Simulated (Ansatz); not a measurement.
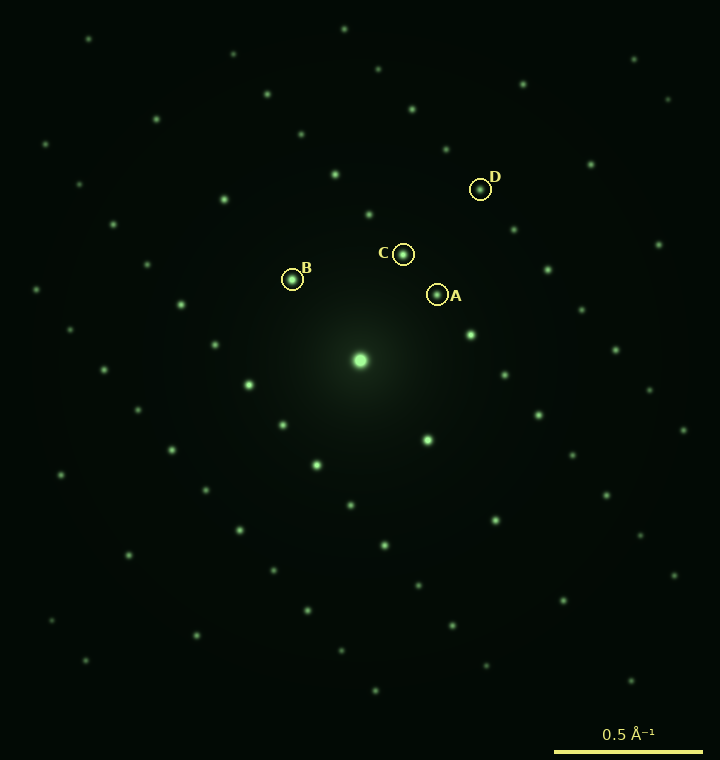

Simulated selected-area electron diffraction pattern (80 kV, kinematic approximation, thin crystal, B = 0.3 Å² for all atoms). The zone axis points towards the electron source and the pattern is seen from the source side.

Sn, space group P6_3/mmc (No. 194), a = 3.377 Å, c = 5.615 Å (hexagonal axes). Structure: coordinates from a relaxation with DFT, PBE, plane waves (420 eV) with PAW, scalar-relativistic in Ansatz 0.2.0; the starting structure was generated, so it need not be a known form of this composition.

```cif
data_structure
_symmetry_space_group_name_H-M 'P6_3/mmc'
_symmetry_Int_Tables_number 194
_cell_length_a 3.3773
_cell_length_b 3.3773
_cell_length_c 5.6150
_cell_angle_alpha 90.000
_cell_angle_beta 90.000
_cell_angle_gamma 120.000
_cell_volume 55.46
loop_
_atom_site_label
_atom_site_type_symbol
_atom_site_symmetry_multiplicity
_atom_site_Wyckoff_symbol
_atom_site_fract_x
_atom_site_fract_y
_atom_site_fract_z
_atom_site_occupancy
Sn1 Sn 2 c 0.33333 0.66667 0.25000 1
```

Spot A is indexed 0 -1 0 and spot B 0 0 -2.

Give hkl for C, D.

Answer. C = A + (1/2)B = 0 -1 -1 (d = 2.594 Å). D = 2A + (1/2)B = 0 -2 -1 (d = 1.415 Å).

Give [uvw].

Answer. The cross product of A and B is parallel to [100]; every spot obeys hu + kv + lw = 0.
